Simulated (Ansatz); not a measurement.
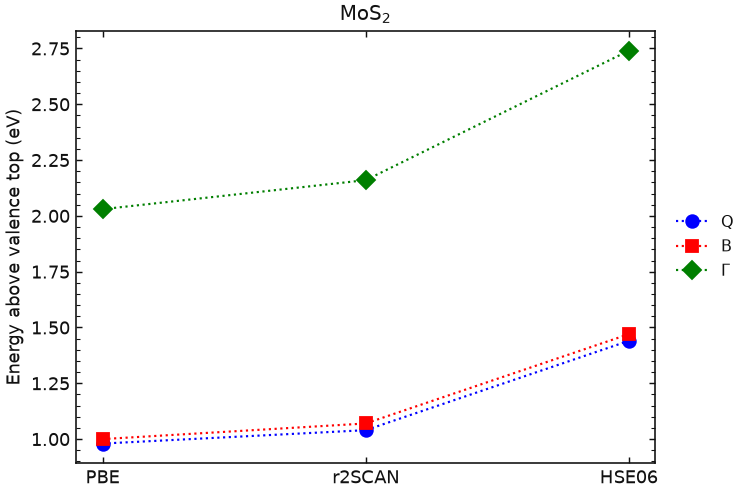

Lowest conduction level at each named k point, counted from the valence-band top at Z, by several methods on one cell of MoS2, space group R3m (No. 160), 3 atoms in the primitive cell, relaxed with r2SCAN+rVV10; a = 3.175 Å, c = 18.582 Å (hexagonal axes). All runs are without spin-orbit coupling and carry no moments. In reduced coordinates of the cell that was run, Q is (0.659, 0.341, 0), B is (0.819, 0.5, 0.181) and Z is (0.5, 0.5, 0.5). In some of the methods the smallest gap lies off these points.

```csv
method,program,Q (eV),B (eV),Γ (eV)
PBE,Ansatz,0.98,1.00,2.03
r2SCAN,Ansatz,1.04,1.07,2.16
HSE06,Ansatz,1.44,1.47,2.74
```

> One method is left out: r2SCAN0. Predict its row. It was run as: r2SCAN0, Ansatz PAW set, 6×6×6 k mesh, 500 eV cutoff, fixed occupations (Ansatz 0.2.0).

Exact exchange opens the gap over the semilocal values shown, the highest of which is 1.04 eV (r2SCAN) at Q. r2SCAN0 gives 2.15 eV at Q, 2.18 eV at B and 3.54 eV at Γ, which is +1.17 eV from PBE at Q.

> Does r2SCAN0 shift these levels rigidly from PBE?

The shifts are +1.17 eV at Q, +1.18 eV at B and +1.51 eV at Γ, and at points that aren't plotted +1.43 eV (L), +1.41 eV (F) and +1.54 eV (Z): over the named points that both runs hold, a spread of 0.37 eV on a mean of 1.37 eV, so one shift describes them only roughly.

> How do the methods rank at Q?

From low to high: PBE 0.98, r2SCAN 1.04, HSE06 1.44, r2SCAN0 2.15 eV.

Settings. PBE: Ansatz PAW set, 10×10×10 k mesh, 420 eV cutoff, Fermi-Dirac smearing of 0.02 eV (Ansatz 0.2.0). r2SCAN: Ansatz PAW set, 10×10×10 k mesh, 500 eV cutoff, fixed occupations (Ansatz 0.2.0). HSE06: Ansatz PAW set, 6×6×6 k mesh, 420 eV cutoff, fixed occupations (Ansatz 0.2.0).

These are four of the 11 methods that were run on this cell. Spin-orbit coupling is left out, which matters for Mo. r2SCAN, HSE06 and r2SCAN0: the PAW data sets were made with another functional. LDA, GGA and most meta-GGA functionals understate gaps. HSE06 and r2SCAN0: the k mesh is thin for exact exchange. Over all k points computed the smallest gap is 0.95 eV in PBE. In reduced coordinates of the cell that was run, L is (0.5, 0, 0), F is (0.5, 0.5, 0) and Z is (0.5, 0.5, 0.5).
